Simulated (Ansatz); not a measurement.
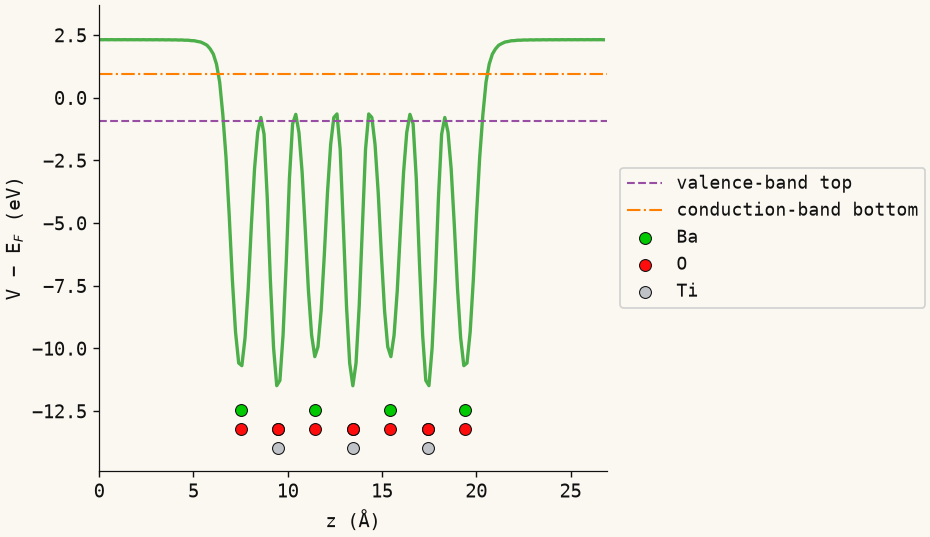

Plane-averaged electrostatic potential energy of an electron across the slab; circles at the bottom mark the heights of the atoms.

The Ansatz input:

```
crystal:
  lattice:
    - [3.9698693943, 0.0, 0.0]
    - [0.0, 3.9698693943, 0.0]
    - [0.0, 0.0, 26.9096081829]
  atoms:
    - { symbol: Ba, position: [0.5, 0.5, 0.2787108586] }
    - { symbol: O, position: [0.0, 0.0, 0.2787108586] }
    - { symbol: Ti, position: [0.0, 0.0, 0.3524739057] }
    - { symbol: O, position: [0.5, 0.0, 0.3524739057] }
    - { symbol: O, position: [0.0, 0.5, 0.3524739057] }
    - { symbol: Ba, position: [0.5, 0.5, 0.4262369529] }
    - { symbol: O, position: [0.0, 0.0, 0.4262369529] }
    - { symbol: Ti, position: [0.0, 0.0, 0.5] }
    - { symbol: O, position: [0.5, 0.0, 0.5] }
    - { symbol: O, position: [0.0, 0.5, 0.5] }
    - { symbol: Ba, position: [0.5, 0.5, 0.5737630471] }
    - { symbol: O, position: [0.0, 0.0, 0.5737630471] }
    - { symbol: Ti, position: [0.0, 0.0, 0.6475260943] }
    - { symbol: O, position: [0.5, 0.0, 0.6475260943] }
    - { symbol: O, position: [0.0, 0.5, 0.6475260943] }
    - { symbol: Ba, position: [0.5, 0.5, 0.7212891414] }
    - { symbol: O, position: [0.0, 0.0, 0.7212891414] }
basis:
  ecutwfc: 300
kpoints:
  mp_grid: { grid: [7, 7, 1] }
hamiltonian:
  xc: pbesol
scf:
  occupations: { method: gaussian, width: 0.05 }
output:
  forces: true
  stress: true
  eigenvalues: true
efield:
  axis: 3
  dipole_correction: true
  ramp_width: 0.04
```

Run as:
```bash
ansatz run input.yaml --threads 2 --pin off --max-ram 5120MiB --backend cpu --events-out ev --progress --plain --runs-dir out
```

What are the ionisation potential and the electron affinity of the slab?

From the vacuum level at the right face the ionisation potential is 3.24 eV and the electron affinity 1.38 eV; the left face gives the same. The slab's gap, their difference before rounding, is 1.87 eV. The two vacuum levels agree, so the slab has no net dipole along its normal.

How thick are slab and vacuum?

The outermost atoms are 11.9 Å apart, which leaves 15.0 Å of vacuum in a cell 26.9 Å high.

The atoms aren't at rest in this cell (largest force 1.1 eV/Å), so the relaxed material can differ.
